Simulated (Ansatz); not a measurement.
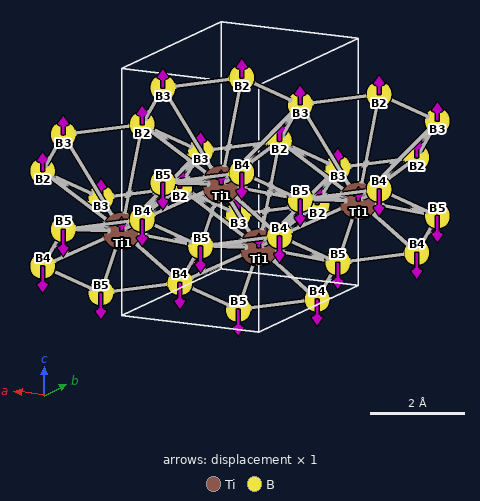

This is a relaxation of solid TiB₄ (a generated structure, set up in P6mm) (coarse preliminary run). The starting structure is drawn; purple arrows show the displacements (the part carried along by the change of the cell is left out), at their true length.

The picture is a ball-and-stick view of the cell of the calculation, seen from a free direction.

Computed with DFT PBE, scalar-relativistic, plane waves, PAW (Ansatz). Settings: plane-wave cutoff 420 eV; k-point mesh 6 × 6 × 4; occupations gaussian; smearing width 0.1 eV; no spin polarisation; cell and atoms relaxed; force threshold 0.04 eV/Å; at most 70 steps.

Q: Describe the change and its energy.

A: After 9 accepted moves (10 points after the start) the energy has fallen by 7.710 eV per cell of the calculation. The largest force component goes from 14 to 0.0082 eV/Å. Pressure: 61.88 GPa at the start and −0.04 GPa at the end. At 1 point the geometry stayed and the basis and grid were re-selected for the new cell (energy shift of 3.4 meV per cell of the calculation at most each time). The largest moves relative to the cell, 0.68 Å, are those of B4 and B5. B5 goes along −c. By element the largest moves are B 0.68 Å, Ti 0.36 Å. The drawn cell changes as follows: a = b 3.024 → 3.038 Å (+0.5 %), c 5.941 → 5.043 Å (−15.1 %); the volume changes by −14.3 %. Among the contacts that change: B2–B4 3.655 → 1.920 Å, B2–B4 (another image) 2.285 → 3.123 Å, Ti1–B4 1.849 → 2.348 Å, Ti1–B2 2.422 → 2.349 Å. Among the angles between lasting bonds that change: Ti1–B4–Ti1 109.8° → 80.6°, Ti1–B4–B5 160.8° → 138.3°, Ti1–B4–B5 61.8° → 68.1°. The space group (tolerance 0.01 Å) goes from P6mm (No. 183) to P6/mmm (No. 191).
